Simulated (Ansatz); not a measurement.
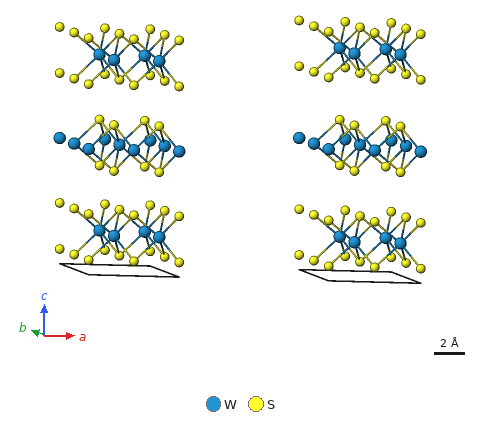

Two geometries of crystalline WS2 (set up in P3m1), drawn at one scale. One is the start of a relaxation, the other its converged end. The picture is a ball-and-stick view of the 2 × 2 repeat of the cell, outlined in the plane, without the vacuum, seen slightly off an axis.

These are results of Kohn-Sham DFT of a periodic cell, PBEsol with D4, Ansatz PAW (Ansatz), not measurements. Set-up: plane-wave cutoff 420 eV; k-point mesh 10 × 10 × 1; occupations fermi-dirac; smearing width 0.05 eV; no spin polarisation; cell and atoms relaxed; force threshold 0.01 eV/Å; at most 40 steps.

**Which one is relaxed?**

The left one is the relaxed one. The run lets cell and atoms move. The atom that moves furthest relative to the cell and the layer's centre is an S atom (0.45 Å along the normal (−c)). By element the largest moves are S 0.45 Å, W 0.44 Å. In the plane the drawn cell goes a 6.366 → 6.256 Å (−1.7 %), b 6.366 → 6.256 Å (−1.7 %). Near-neighbour distances that change, for instance: W–W 3.183 → 3.128 Å, S–W 2.410 → 2.394 Å. Within 0.06 Å the space group is P-6m2 at the start and P-6m2 at the end; at a tighter tolerance small leftover displacements or strains of the cell lower it. After 3 accepted moves (5 points after the start) the energy has fallen by 0.174 eV per cell of the calculation. The largest force component goes from 0.17 to 0.0013 eV/Å. The line search rejected the trial step at point 1 of the run. The SCF was repeated once at an unchanged geometry on a basis and grid sized afresh for the cell, which shifted the energy by 2.0 meV per cell of the calculation at most. At step 1 the optimiser overshot: the energy rose above the start, and later steps came back.
